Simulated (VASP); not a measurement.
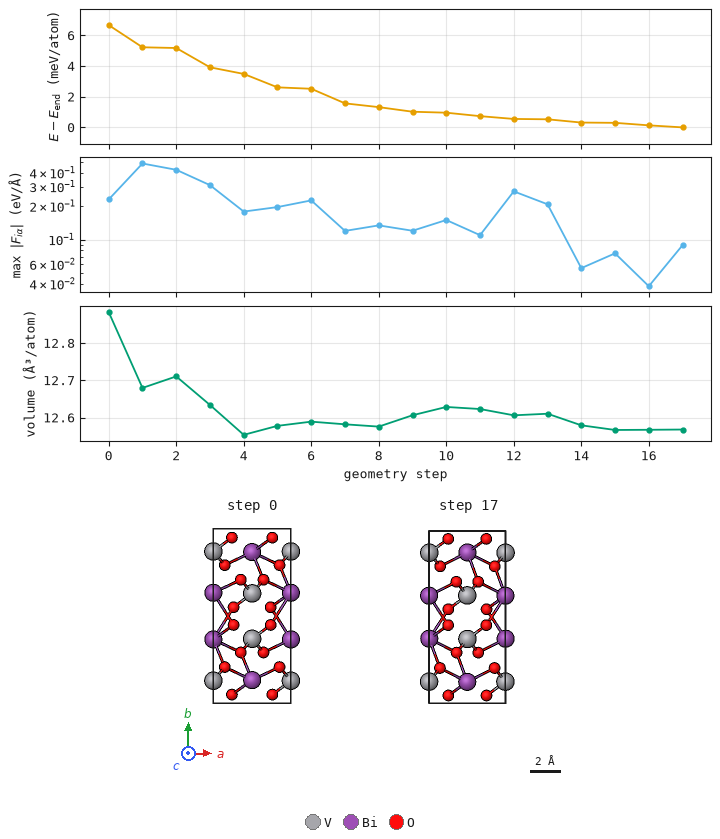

First and last geometry of a relaxation of solid VBiO4 (set up in C2/c), with the history of the run. The picture is a ball-and-stick view of the conventional cell (2 times the calculation's cell), seen along the c axis. Lengths and directions refer to the drawn axes.

The run lets cell and atoms move.

Computed with Kohn-Sham DFT of a periodic cell, PBEsol, VASP PAW PBE potentials, recommended (VASP).

Input
```
SYSTEM = VBiO4
  PREC = Accurate
  ENCUT = 600
  EDIFF = 1E-6
  ISMEAR = 0
  SIGMA = 0.03
  LREAL = .FALSE.
  LASPH = .TRUE.
  NELM = 80
  ALGO = Normal
  ISIF = 3
  LWAVE = .FALSE.
  LCHARG = .FALSE.
  GGA = PS
  IBRION = 2
  NSW = 90
  EDIFFG = -0.01
  KPAR = 4
```

Command:
```bash
cat potpaw_PBE.64/V_sv/POTCAR potpaw_PBE.64/Bi_d/POTCAR potpaw_PBE.64/O/POTCAR > POTCAR
mpirun -np 4 vasp_std > vasp.out
```

Q: Did the run converge, and what did it change?

A: The run was cut off at its time limit before the relaxation converged, so the last structure is only a point on the way. After 17 geometry steps the energy has fallen by 6.7 meV per atom. The largest force component goes from 0.23 to 0.089 eV/Å. The pressure goes from −1.36 to 0.73 GPa. The largest moves relative to the cell, 0.10 Å, are those of Bi atoms. By element the largest moves are Bi 0.10 Å, O 0.09 Å, V 0.04 Å. The drawn cell changes as follows: a 7.247 → 7.238 Å (−0.1 %), b 11.697 → 11.549 Å (−1.3 %), c 5.090 → 5.134 Å (+0.9 %), β 134.2° → 135.3°; the volume changes by −2.4 %. Near-neighbour distances that change, for instance: Bi–O 2.628 → 2.456 Å, Bi–O 2.354 → 2.455 Å, Bi–O 2.516 → 2.419 Å, Bi–O 2.372 → 2.419 Å. Bond angles that change, for instance: V–O–Bi 136.7° → 133.7°, V–O–Bi 131.1° → 133.3°. The space group stays C2/c (No. 15).

```
step  E − E(0), meV/atom  largest force component, eV/Å  pressure, GPa  volume, Å³/atom
   0                0.00                         0.2297          -1.36           12.883
   1               -1.45                         0.4846           0.60           12.680
   2               -1.49                         0.4253           0.27           12.711
   3               -2.75                         0.3091           0.68           12.634
   4               -3.18                         0.1787           1.15           12.554
   5               -4.06                         0.1961           0.11           12.578
   6               -4.15                         0.2253          -0.34           12.589
   7               -5.10                         0.1196           0.00           12.582
   8               -5.35                         0.1341           0.35           12.576
   9               -5.65                         0.1200          -0.17           12.606
  10               -5.71                         0.1500          -0.54           12.629
  11               -5.94                         0.1095          -0.48           12.623
  12               -6.12                         0.2717          -0.29           12.606
  13               -6.14                         0.2079          -0.35           12.610
  14               -6.36                         0.0552           0.09           12.579
  15               -6.37                         0.0751           0.27           12.567
  16               -6.54                         0.0379           0.10           12.567
  17               -6.67                         0.0889           0.73           12.568
```
